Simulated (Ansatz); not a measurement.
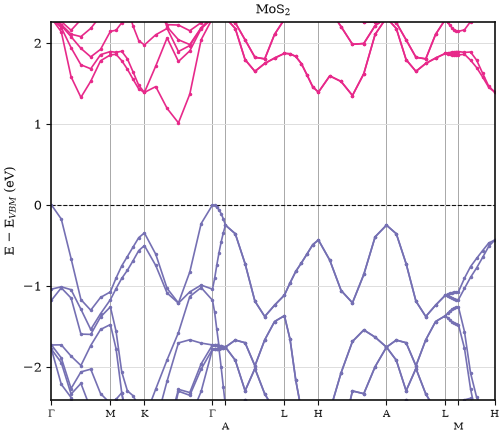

Source: calculation with Ansatz.

Band structure. Energies are counted from the top of the valence band. The path runs straight from each named point to the next. The path has few k points, so lines between them are rough.

### What lattice type does the k path imply?

A hexagonal (primitive) lattice: the path Γ–M–K–Γ–A–L–H–A–L–M–H runs through the special points of its Brillouin zone.

Input of the run:

```
crystal:
  lattice:
    - [1.604959, 2.779869, 0.0]
    - [-1.604959, 2.779869, 0.0]
    - [0.0, 0.0, 12.617601]
  atoms:
    - { symbol: Mo, position: [0.33333, 0.33334, 0.25] }
    - { symbol: Mo, position: [0.66667, 0.66666, 0.75] }
    - { symbol: S, position: [0.33333, 0.33334, 0.62] }
    - { symbol: S, position: [0.66667, 0.66666, 0.12] }
    - { symbol: S, position: [0.33333, 0.33334, 0.88] }
    - { symbol: S, position: [0.66667, 0.66666, 0.38] }
  symmetry: { tolerance: 0.0003 }
kpoints:
  mp_grid: { grid: [9, 9, 2], shift: [0, 0, 0] }
  band_path:
    path:
      - [0.0, 0.0, 0.0]
      - [0.5, 0.0, 0.0]
      - [0.66666667, 0.33333333, 0.0]
      - [0.0, 0.0, 0.0]
      - [0.0, 0.0, 0.5]
      - [0.5, 0.0, 0.5]
      - [0.66666667, 0.33333333, 0.5]
      - [0.0, 0.0, 0.5]
      - [0.5, 0.0, 0.5]
      - [0.5, 0.0, 0.0]
      - [0.66666667, 0.33333333, 0.5]
    npoints: 6
magnetization:
  spin_polarized: false
scf:
  occupations: { method: fermi_dirac, width: 0.0155 }
  lower_state_search: "off"
  max_iter: 200
hamiltonian:
  pseudopotentials: { kind: paw }
  xc: r2scan
basis:
  ecutwfc: 500
  fft_grid_basis: typed
output:
  forces: true
  stress: true
  eigenvalues: true
  bader: true
  populations: true
  elf: true
  write_potential: true
  volumetric_format: npy
  dos:
    e_range: [-12, 8]
    de: 0.05
    projected: { site_lists: { Mo: [Mo], S: [S] } }
checkpoint:
  read: saved_state
```

### Read off the fundamental gap and say whether it is direct.

The bands leave a gap. The gap along this path is 1.01 eV and indirect, from the valence-band top at Γ to the conduction-band bottom between K and Γ; the smallest direct gap is 1.73 eV, at K.

### How many bands meet at the valence-band top?

The top valence level at Γ is a single band, not degenerate (spin aside).

The structure was built from a prototype or by substitution, so it need not be a known phase. The atoms aren't at rest in this cell (largest force 1.7 eV/Å), so the relaxed material can differ. The cell is at −9 GPa in this functional.
